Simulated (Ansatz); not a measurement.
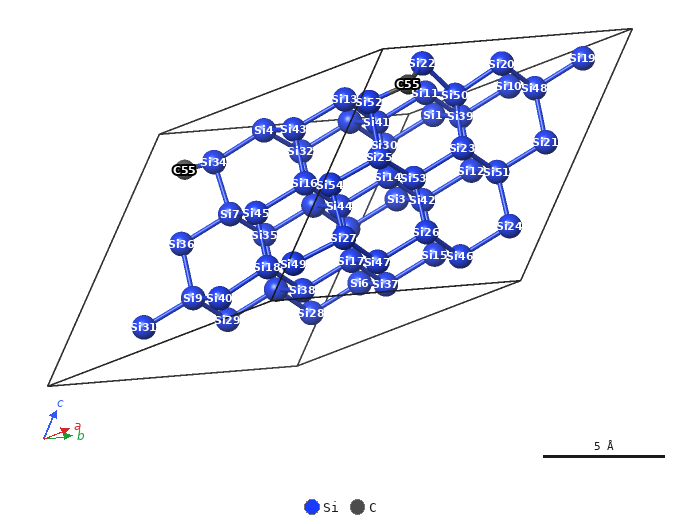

Fig. 1: The input geometry (ball-and-stick view of the cell of the calculation, seen at an oblique angle; atoms are numbered from 1 in the order of the input). Near neighbours in the crystal (not all of them lie inside the picture): Si has 4 Si at 2.27 to 2.46 Å; Si has 1 C at 1.78 Å and 2 Si at 2.27 Å; Si has 1 C at 1.83 to 1.85 Å and 3 Si at 2.28 to 2.46 Å; C has 3 Si at 1.78 to 1.85 Å.

# Si$_{54}$C (charge −1): geometry relaxation (part 1 of 6)

The run: geometry relaxation of Si$_{54}$C (defect cell, 55 atoms in the cell, total charge −1). Method and program: DFT PBE, scalar-relativistic, plane waves, PAW, spin-polarised (Ansatz 0.2.0).

The structure derives from an entry of the Crystallography Open Database. Figures and captions count atoms from 1; the log counts them from 0 in places.

Input file
```yaml
crystal:
  lattice:
    - [-8.2045150572, 8.2045150572, 0.0]
    - [0.0, 8.2045150572, -8.2045150572]
    - [-8.2045150572, 0.0, -8.2045150572]
  atoms:
    - { symbol: Si, position: [0.2561070693, 0.9047970829, 0.9173511732], spin: 0.091 }
    - { symbol: Si, position: [0.2553906093, 0.5720400018, 0.9174623811] }
    - { symbol: Si, position: [0.2527553173, 0.9113748499, 0.58336398] }
    - { symbol: Si, position: [0.2408984161, 0.2424283075, 0.9144382933] }
    - { symbol: Si, position: [0.2498901078, 0.5789764192, 0.5859797693] }
    - { symbol: Si, position: [0.2498830643, 0.9140137881, 0.2509525174] }
    - { symbol: Si, position: [0.2549115213, 0.2452164561, 0.5771364133] }
    - { symbol: Si, position: [0.246378377, 0.5816338013, 0.2536049331] }
    - { symbol: Si, position: [0.2553677739, 0.2455098354, 0.2440147377] }
    - { symbol: Si, position: [0.5830938326, 0.915691471, 0.9183304098] }
    - { symbol: Si, position: [0.5740879603, 0.586626169, 0.9229303727] }
    - { symbol: Si, position: [0.5856050921, 0.9122396752, 0.5842295578] }
    - { symbol: Si, position: [0.6024470377, 0.2424381169, 0.9144663502] }
    - { symbol: Si, position: [0.5853977748, 0.5789852071, 0.5859540338] }
    - { symbol: Si, position: [0.5853875289, 0.9139810927, 0.250967441] }
    - { symbol: Si, position: [0.583104548, 0.246336825, 0.5876828329] }
    - { symbol: Si, position: [0.5815183736, 0.5826066325, 0.2546102834] }
    - { symbol: Si, position: [0.5740643182, 0.2509509773, 0.2586484241] }
    - { symbol: Si, position: [0.9224613312, 0.9090333754, 0.9154591348], spin: 0.091 }
    - { symbol: Si, position: [0.9166088799, 0.5866508659, 0.9229364423] }
    - { symbol: Si, position: [0.9182065926, 0.9122351347, 0.5842139412] }
    - { symbol: Si, position: [0.8713446456, 0.2910309601, 0.9624972475], spin: 0.091 }
    - { symbol: Si, position: [0.9173341201, 0.5779628228, 0.5876328107] }
    - { symbol: Si, position: [0.9196502421, 0.9155853433, 0.2503991241], spin: 0.091 }
    - { symbol: Si, position: [0.9229703055, 0.2451851167, 0.5772017417] }
    - { symbol: Si, position: [0.9186381922, 0.5816229558, 0.2536457782] }
    - { symbol: Si, position: [0.9165730883, 0.2509525053, 0.2586548632] }
    - { symbol: Si, position: [0.166790979, 0.8326434107, 0.1674024442], spin: 0.091 }
    - { symbol: Si, position: [0.1688054293, 0.4953533102, 0.167305391] }
    - { symbol: Si, position: [0.1745834149, 0.820905771, 0.8324055956], spin: 0.091 }
    - { symbol: Si, position: [0.1659897898, 0.1638703402, 0.164496413] }
    - { symbol: Si, position: [0.166030591, 0.4924810963, 0.8358376781] }
    - { symbol: Si, position: [0.1679663536, 0.8289463629, 0.5009250427] }
    - { symbol: Si, position: [0.1662699641, 0.1505235039, 0.8211153943], spin: 0.091 }
    - { symbol: Si, position: [0.1669996184, 0.4945265856, 0.5037526352] }
    - { symbol: Si, position: [0.1727334618, 0.1615782527, 0.493189419] }
    - { symbol: Si, position: [0.4998525066, 0.8322877769, 0.1682269327] }
    - { symbol: Si, position: [0.4961153732, 0.5004707682, 0.1724558942] }
    - { symbol: Si, position: [0.5005831248, 0.8331752069, 0.8337960849] }
    - { symbol: Si, position: [0.5059031655, 0.1638263589, 0.1645217029] }
    - { symbol: Si, position: [0.5059375715, 0.4924908177, 0.8357975514] }
    - { symbol: Si, position: [0.5024113547, 0.8289568037, 0.5009400425] }
    - { symbol: Si, position: [0.4989825442, 0.1651308035, 0.8371262875] }
    - { symbol: Si, position: [0.4998565593, 0.4962269114, 0.5042883281] }
    - { symbol: Si, position: [0.500585899, 0.161801779, 0.5051819512] }
    - { symbol: Si, position: [0.8356959826, 0.8317407634, 0.1653725866], spin: 0.091 }
    - { symbol: Si, position: [0.8312186347, 0.5004758938, 0.1724661233] }
    - { symbol: Si, position: [0.8326712318, 0.8331961989, 0.833788804] }
    - { symbol: Si, position: [0.8191046182, 0.1641197716, 0.1961920777], spin: 0.091 }
    - { symbol: Si, position: [0.8195659974, 0.5249782479, 0.8361974332] }
    - { symbol: Si, position: [0.8355380068, 0.8286314431, 0.5005602675] }
    - { symbol: Si, position: [0.8615528384, 0.1486667862, 0.8239870498], spin: 0.091 }
    - { symbol: Si, position: [0.8349643529, 0.4944963343, 0.5037984172] }
    - { symbol: Si, position: [0.8326777604, 0.1618061587, 0.5051892506] }
    - { symbol: C, position: [-0.0190709968, 0.1855533971, -0.1492094072], spin: 0.091 }
  host:
    lattice:
      - [0.0, 2.7348383524, 2.7348383524]
      - [2.7348383524, 0.0, 2.7348383524]
      - [2.7348383524, 2.7348383524, 0.0]
    atoms:
      - { symbol: Si, position: [0.75, 0.75, 0.75] }
      - { symbol: Si, position: [0.5, 0.5, 0.5] }
total_charge: -1
basis:
  ecutwfc: 420
  xc_grid: 2
kpoints:
  mp_grid: { grid: [2, 2, 2], shift: [0.0, 0.0, 0.0] }
hamiltonian:
  xc: pbe
scf:
  occupations: { method: gaussian, width: 0.01 }
output:
  forces: true
  stress: false
  eigenvalues: true
  populations: true
  charged_corrections:
    defect_position: [0.0, 0.0, 0.0]
    epsilon: [[12.9813, 0.0, 0.0], [0.0, 12.9813, 0.0], [0.0, 0.0, 12.9813]]
  write_density: true
  write_potential: true
  elf: true
  volumetric_format: npy
magnetization:
  spin_polarized: true
relax:
  adjacent_minimum: "off"
  f_tol: 0.025
  max_steps: 60
```

Launch command:
```bash
ansatz run input.yaml --threads 4 --pin off --max-ram 10240MiB --backend cpu --events-out ev --progress --plain --runs-dir out
```

Log
```
Engine: ansatz 0.2.0, x86_64-unknown-linux-gnu
Pseudopotentials: kind: paw
Pseudopotential: Si, paw, valence charge 4, recommended cutoff 420 eV (normal), Si.paw.azcp
Pseudopotential: C, paw, valence charge 4, recommended cutoff 420 eV (normal), C.paw.azcp
Functional definition: PBE
  parameter kappa = 0.804
  parameter beta = 0.06672455060314922
  exchange = pbe_x(kappa = kappa, mu = beta*pi^2/3)
  correlation = pbe_c(beta = beta)
Crystal: 55 atoms, lattice volume = 1104.559 Å³
Basis set: ecut = 420 eV, 21595 PW (Γ), exchange–correlation on 160×160×160 points (8 copies of the dense FFT grid, shifted against one another)
Bands: 167, of which v1, the nominal top of the filled ones, is band 111 counted from 1 (110 counted from 0)
Symmetry: 1 space group operations
Space group: P1 (ITA 1), of the structure as read, at distance tolerance 1.0e-4 Å
Magnetic group: BNS 1.1 (UNI 1), of the structure as read, at distance tolerance 1.0e-4 Å
k-points: 8
Non-local potential: Si, projectors of the file, l = 0: 2, l = 1: 2, l = 2: 2
Non-local potential: C, projectors of the file, l = 0: 2, l = 1: 2, l = 2: 1
PAW form: soft (Blöchl's): semilocal exchange-correlation on the pseudo side does not see the compensation charge
PAW one-centre angular grid: Si, 110 points (default); XC on 64 Gauss nodes
PAW one-centre angular grid: C, 110 points (default); XC on 64 Gauss nodes
Initial density: superposition of atomic densities (chi_scale 0.1, normalization cell, long waves kept (reshape's long-wave potential 0.17 eV rms))
Starting moments: Σ|m| = 1.001 μB on 11 of 55 sites
Initial wavefunctions: pseudopotential atomic-orbital guess
Functional: x = pbe(κ = 0.804, μ = 0.2195149727645171), c = pbe(β = 0.06672455060314922)
SCF iter   1: F=—  HF=-34579.581384 eV  |F-HF|=—  |Δ(HF+E_count)|=         —  Δρ=2.43e-2 (↑2.39e-2 ↓2.43e-2)  dr2=2.60e1  dr2_m=1.16e-2  M=0.047 μB ∫|m|=0.165 μB  β_m=0.30  ethr=3.10e-3  ⟨swp⟩=6.2  Hψ=12703  notcnv=0  defer=336
preconditioner: auto → Resta (q_TF=auto, 2.087 Å⁻¹)  ε∞=5.3  [insulator: Δε(μ)=0.013 eV  Ē_g=8.048 eV  σ=0.010 eV  W_gap=0.64  n_scr=168 (ndim 8)  ℏωp=16.6 eV  f_vac=0.000  D(μ)=10.29/eV (n_scr^D=50)  ε∞_Penn≈5.3]
spin=Collinear: Resta preconditioning applied to the charge; magnetization (m = ρ↑ − ρ↓) channel mixes plain (no charge-response kernel on spin).
SCF iter   2: F=—  HF=-34576.508595 eV  |F-HF|=—  |Δ(HF+E_count)|=    3.07e0  Δρ=1.73e-2 (↑1.71e-2 ↓1.73e-2)  dr2=1.27e1  dr2_m=5.62e-3  M=0.032 μB ∫|m|=0.146 μB  β_m=0.30  ethr=3.10e-3  ⟨swp⟩=2.1  Hψ=4948  notcnv=0  defer=489
SCF iter   3: F=—  HF=-34573.973501 eV  |F-HF|=—  |Δ(HF+E_count)|=    2.54e0  Δρ=5.82e-3 (↑5.82e-3 ↓5.74e-3)  dr2=1.89e0  dr2_m=2.60e-3  M=0.192 μB ∫|m|=0.223 μB  β_m=0.30  ethr=3.10e-3  ⟨swp⟩=2.9  Hψ=3756  notcnv=0  defer=489
SCF iter   4: F=—  HF=-34573.767621 eV  |F-HF|=—  |Δ(HF+E_count)|=   2.06e-1  Δρ=2.65e-3 (↑2.37e-3 ↓2.65e-3)  dr2=8.25e-1  dr2_m=1.46e-3  M=0.213 μB ∫|m|=0.232 μB  β_m=0.30  ethr=8.57e-4  ⟨swp⟩=2.7  Hψ=4639  notcnv=0  defer=811
SCF iter   5: F=—  HF=-34573.708608 eV  |F-HF|=—  |Δ(HF+E_count)|=   5.90e-2  Δρ=1.20e-3 (↑1.20e-3 ↓1.16e-3)  dr2=9.80e-2  dr2_m=9.00e-4  M=0.330 μB ∫|m|=0.341 μB  β_m=0.30  ethr=3.73e-4  ⟨swp⟩=2.3  Hψ=3826  notcnv=0  defer=814
SCF iter   6: F=—  HF=-34573.737699 eV  |F-HF|=—  |Δ(HF+E_count)|=   2.91e-2  Δρ=7.24e-4 (↑6.95e-4 ↓7.24e-4)  dr2=2.04e-2  dr2_m=4.61e-4  M=0.230 μB ∫|m|=0.246 μB  β_m=0.30  ethr=4.43e-5  ⟨swp⟩=2.9  Hψ=3539  notcnv=0  defer=814
Mixer restart at iter 6: flushing history
spin-set hold released at iteration 6 (site moments contracting): the magnetisation degrees of freedom join the quasi-Newton model from the next iteration; the mixer history was flushed
SCF iter   7: F=—  HF=-34573.745172 eV  |F-HF|=—  |Δ(HF+E_count)|=   7.47e-3  Δρ=5.43e-4 (↑5.39e-4 ↓5.43e-4)  dr2=1.08e-2  dr2_m=2.74e-4  M=0.274 μB ∫|m|=0.286 μB  β_m=0.65  ethr=9.23e-6  ⟨swp⟩=2.0  Hψ=1958  notcnv=0  defer=814
SCF iter   8: F=—  HF=-34573.760822 eV  |F-HF|=—  |Δ(HF+E_count)|=   1.56e-2  Δρ=2.19e-4 (↑2.17e-4 ↓2.19e-4)  dr2=3.14e-3  dr2_m=5.66e-5  M=0.361 μB ∫|m|=0.376 μB  β_m=0.69  ethr=4.88e-6  ⟨swp⟩=2.4  Hψ=4199  notcnv=0  defer=814
SCF iter   9: F=—  HF=-34573.763033 eV  |F-HF|=—  |Δ(HF+E_count)|=   2.21e-3  Δρ=1.45e-4 (↑1.45e-4 ↓1.11e-4)  dr2=1.67e-3  dr2_m=2.29e-5  M=0.397 μB ∫|m|=0.419 μB  β_m=0.61  ethr=1.42e-6  ⟨swp⟩=2.3  Hψ=3722  notcnv=0  defer=814
SCF iter  10: F=—  HF=-34573.763119 eV  |F-HF|=—  |Δ(HF+E_count)|=   8.59e-5  Δρ=8.84e-5 (↑8.84e-5 ↓4.94e-5)  dr2=1.99e-4  dr2_m=3.45e-5  M=0.432 μB ∫|m|=0.455 μB  β_m=0.80  ethr=7.58e-7  ⟨swp⟩=2.0  Hψ=3782  notcnv=0  defer=814
SCF iter  11: F=—  HF=-34573.763304 eV  |F-HF|=—  |Δ(HF+E_count)|=   1.86e-4  Δρ=3.87e-5 (↑3.87e-5 ↓2.10e-5)  dr2=3.81e-5  dr2_m=7.57e-6  M=0.459 μB ∫|m|=0.490 μB  β_m=0.90  ethr=8.99e-8  ⟨swp⟩=2.3  Hψ=3699  notcnv=0  defer=814
SCF iter  12: F=—  HF=-34573.763345 eV  |F-HF|=—  |Δ(HF+E_count)|=   4.04e-5  Δρ=1.60e-5 (↑1.60e-5 ↓7.49e-6)  dr2=6.78e-6  dr2_m=1.18e-6  M=0.470 μB ∫|m|=0.505 μB  β_m=0.95  ethr=7.07e-9  ⟨swp⟩=20.5  Hψ=30039  notcnv=0
SCF iter  13: F=—  HF=-34573.763351 eV  |F-HF|=—  |Δ(HF+E_count)|=   6.33e-6  Δρ=3.15e-6 (↑3.15e-6 ↓2.00e-6)  dr2=2.51e-7  dr2_m=5.26e-8  M=0.474 μB ∫|m|=0.511 μB  β_m=0.96  ethr=3.07e-9  ⟨swp⟩=12.7  Hψ=21403  notcnv=0
SCF iter  14: F=-34573.763351 eV  HF=-34573.763351 eV  |F-HF|=1.81e-8  |Δ(HF+E_count)|=   2.02e-7  Δρ=1.27e-6 (↑1.27e-6 ↓8.41e-7)  dr2=4.22e-8  dr2_m=9.52e-9  M=0.474 μB ∫|m|=0.512 μB  ethr=1.14e-10  ⟨swp⟩=9.4  Hψ=15879  notcnv=0
SCF 1 converged in 14 iterations: F = -34573.763351 eV  dr2 = 4.22e-8
  greatest PAW one-centre occupation: 0.667 electrons in one spin orbital (limit 2), on the Si atom at site 21 (counted from 0), in its partial waves of l = 0
relax step   1: F+E_penalty+E_count = -34573.76335136 eV  Δ(F+E_penalty+E_count) = +0.000e0 eV  max|allowed force component| = 5.772e-1 eV/Å  Δτ_max = 0.0000 Å  (14 SCF iters, dr2 threshold 1.56e-5 eV, accepted)
Initial density: handed on by an earlier stage of this run
Starting moments: Σ|m| = 1.001 μB on 11 of 55 sites; this step starts from the density that it was given
Initial wavefunctions: those handed on with the density
iter 1 solved again at ethr=7.16e-6 eV; its pass at ethr=3.10e-3 eV (dr2=1.58e-2 eV) is discarded
SCF iter   1: F=—  HF=-34573.808316 eV  |F-HF|=—  |Δ(HF+E_count)|=         —  Δρ=5.32e-4 (↑5.32e-4 ↓4.89e-4)  dr2=1.68e-2  dr2_m=2.97e-5  M=0.453 μB ∫|m|=0.490 μB  β_m=0.30  ethr=7.16e-6  ⟨swp⟩=2.6  Hψ=7462  notcnv=0  defer=814
preconditioner: auto → Resta (q_TF=auto, 2.087 Å⁻¹)  ε∞=5.4  [insulator: Δε(μ)=0.012 eV  Ē_g=7.896 eV  σ=0.010 eV  W_gap=0.61  n_scr=168 (ndim 8)  ℏωp=16.6 eV  f_vac=0.000  D(μ)=11.94/eV (n_scr^D=58)  ε∞_Penn≈5.4]
spin=Collinear: Resta preconditioning applied to the charge; magnetization (m = ρ↑ − ρ↓) channel mixes plain (no charge-response kernel on spin).
SCF iter   2: F=—  HF=-34573.806299 eV  |F-HF|=—  |Δ(HF+E_count)|=   2.02e-3  Δρ=2.83e-4 (↑2.74e-4 ↓2.83e-4)  dr2=3.50e-3  dr2_m=4.30e-6  M=0.474 μB ∫|m|=0.510 μB  β_m=0.37  ethr=7.16e-6  ⟨swp⟩=2.3  Hψ=3671  notcnv=0  defer=814
SCF iter   3: F=—  HF=-34573.805843 eV  |F-HF|=—  |Δ(HF+E_count)|=   4.56e-4  Δρ=1.80e-4 (↑1.77e-4 ↓1.80e-4)  dr2=1.23e-3  dr2_m=3.83e-6  M=0.474 μB ∫|m|=0.509 μB  β_m=0.64  ethr=1.58e-6  ⟨swp⟩=1.9  Hψ=1888  notcnv=0  defer=814
SCF iter   4: F=—  HF=-34573.805698 eV  |F-HF|=—  |Δ(HF+E_count)|=   1.46e-4  Δρ=3.09e-5 (↑3.09e-5 ↓2.33e-5)  dr2=3.31e-5  dr2_m=1.21e-6  M=0.474 μB ∫|m|=0.510 μB  β_m=0.79  ethr=5.57e-7  ⟨swp⟩=2.0  Hψ=3626  notcnv=0  defer=814
iter 5 did not close the SCF: its close was put off for a magnetic moment that had not settled (scf_convergence_deferred on its scf_iter line)
SCF iter   5: F=-34573.805700 eV  HF=-34573.805701 eV  |F-HF|=3.53e-7  |Δ(HF+E_count)|=   3.32e-6  Δρ=9.42e-6 (↑6.96e-6 ↓9.42e-6)  dr2=2.81e-6  dr2_m=2.89e-7  M=0.475 μB ∫|m|=0.510 μB  β_m=0.82  ethr=9.42e-9  ⟨swp⟩=17.6  Hψ=24096  notcnv=0
iter 6 did not close the SCF: its close was put off for a magnetic moment that had not settled (scf_convergence_deferred on its scf_iter line)
SCF iter   6: F=-34573.805702 eV  HF=-34573.805702 eV  |F-HF|=1.14e-7  |Δ(HF+E_count)|=   9.32e-7  Δρ=4.87e-6 (↑4.87e-6 ↓2.84e-6)  dr2=3.05e-7  dr2_m=1.21e-7  M=0.475 μB ∫|m|=0.511 μB  β_m=0.91  ethr=1.27e-9  ⟨swp⟩=7.0  Hψ=15430  notcnv=0
SCF iter   7: F=-34573.805702 eV  HF=-34573.805702 eV  |F-HF|=3.01e-9  |Δ(HF+E_count)|=   3.33e-7  Δρ=2.46e-6 (↑2.46e-6 ↓1.57e-6)  dr2=7.90e-8  dr2_m=3.71e-8  M=0.475 μB ∫|m|=0.511 μB  ethr=1.38e-10  ⟨swp⟩=6.4  Hψ=14734  notcnv=0
SCF 2 converged in 7 iterations: F = -34573.805702 eV  dr2 = 7.90e-8
[... from here on the iterations of each SCF are left out, up to the last one ...]
relax step   2: F+E_penalty+E_count = -34573.80570209 eV  Δ(F+E_penalty+E_count) = -4.235e-2 eV  max|allowed force component| = 2.766e-1 eV/Å  Δτ_max = 0.0263 Å  (7 SCF iters, dr2 threshold 2.08e-5 eV, accepted)
[... from here on the SCF iterations and repeated set-up lines of each step are left out, up to the last step ...]
SCF 3 converged in 7 iterations: F = -34573.814201 eV  dr2 = 6.55e-7
relax step   3: F+E_penalty+E_count = -34573.81420114 eV  Δ(F+E_penalty+E_count) = -8.499e-3 eV  max|allowed force component| = 1.088e-1 eV/Å  Δτ_max = 0.1632 Å  (7 SCF iters, dr2 threshold 4.78e-6 eV, accepted)
SCF 4 converged in 7 iterations: F = -34573.819274 eV  dr2 = 8.24e-8
relax step   4: F+E_penalty+E_count = -34573.81927440 eV  Δ(F+E_penalty+E_count) = -5.073e-3 eV  max|allowed force component| = 4.285e-2 eV/Å  Δτ_max = 0.0379 Å  (7 SCF iters, dr2 threshold 1.83e-6 eV, accepted)
SCF 5 converged in 7 iterations: F = -34573.820023 eV  dr2 = 2.78e-9
relax step   5: F+E_penalty+E_count = -34573.82002307 eV  Δ(F+E_penalty+E_count) = -7.487e-4 eV  max|allowed force component| = 2.999e-2 eV/Å  Δτ_max = 0.0057 Å  (7 SCF iters, accepted)
SCF 6 converged in 7 iterations: F = -34573.820204 eV  dr2 = 2.09e-9
relax step   6: F+E_penalty+E_count = -34573.82020369 eV  Δ(F+E_penalty+E_count) = -1.806e-4 eV  max|allowed force component| = 1.437e-2 eV/Å  Δτ_max = 0.0094 Å  (7 SCF iters, accepted)
SCF 7 converged in 6 iterations: F = -34573.820249 eV  dr2 = 1.28e-9
relax step   7: F+E_penalty+E_count = -34573.82024870 eV  Δ(F+E_penalty+E_count) = -4.500e-5 eV  max|allowed force component| = 3.052e-3 eV/Å  Δτ_max = 0.0031 Å  (6 SCF iters, accepted)
SCF 8 converged in 5 iterations: F = -34573.820255 eV  dr2 = 4.76e-9
relax step   8: F+E_penalty+E_count = -34573.82025540 eV  Δ(F+E_penalty+E_count) = -6.708e-6 eV  max|allowed force component| = 2.200e-3 eV/Å  Δτ_max = 0.0018 Å  (5 SCF iters, accepted)
SCF 9 converged in 6 iterations: F = -34573.820258 eV  dr2 = 4.24e-10
relax step   9: F+E_penalty+E_count = -34573.82025776 eV  Δ(F+E_penalty+E_count) = -2.351e-6 eV  max|allowed force component| = 1.863e-3 eV/Å  Δτ_max = 0.0008 Å  (6 SCF iters, accepted)
SCF 10 converged in 8 iterations: F = -34573.820267 eV  dr2 = 1.32e-10
relax step  10: F+E_penalty+E_count = -34573.82026719 eV  Δ(F+E_penalty+E_count) = -9.429e-6 eV  max|allowed force component| = 4.567e-3 eV/Å  Δτ_max = 0.0040 Å  (8 SCF iters, accepted)
SCF 11 converged in 16 iterations: F = -34573.820718 eV  dr2 = 1.14e-9
```
